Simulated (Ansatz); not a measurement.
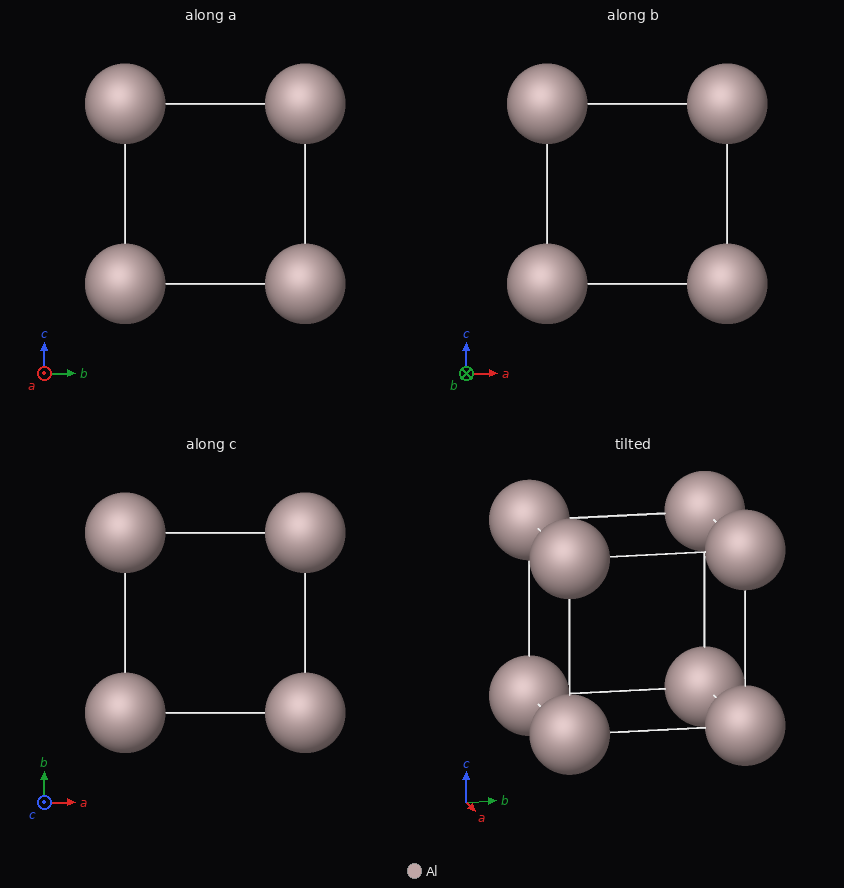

Structure drawing (spheres-only), viewed along the a axis, along the b axis, along the c axis and slightly off an axis. The conventional unit cell is outlined; an atom on or near a face, edge or corner is repeated at each equivalent position.

Lattice parameters: a = 2.7061 Å, b = 2.7061 Å, c = 2.7061 Å, α = 90.000°, β = 90.000°, γ = 90.000°.

> Write down what is shown as a CIF with its space group and independent sites.

```cif
data_structure
_symmetry_space_group_name_H-M 'P m -3 m'
_symmetry_Int_Tables_number 221
_cell_length_a 2.7061
_cell_length_b 2.7061
_cell_length_c 2.7061
_cell_angle_alpha 90.000
_cell_angle_beta 90.000
_cell_angle_gamma 90.000
_cell_volume 19.82
loop_
_atom_site_label
_atom_site_type_symbol
_atom_site_symmetry_multiplicity
_atom_site_Wyckoff_symbol
_atom_site_fract_x
_atom_site_fract_y
_atom_site_fract_z
_atom_site_occupancy
Al1 Al 1 a 0.0000 0.0000 0.0000 1
```

It goes back to a structure type filled with this element by a generator (whether the element takes this form wasn't checked). It is drawn as it came out of a relaxation with DFT, r2SCAN, plane waves (500 eV) with PAW, scalar-relativistic in Ansatz 0.2.0.
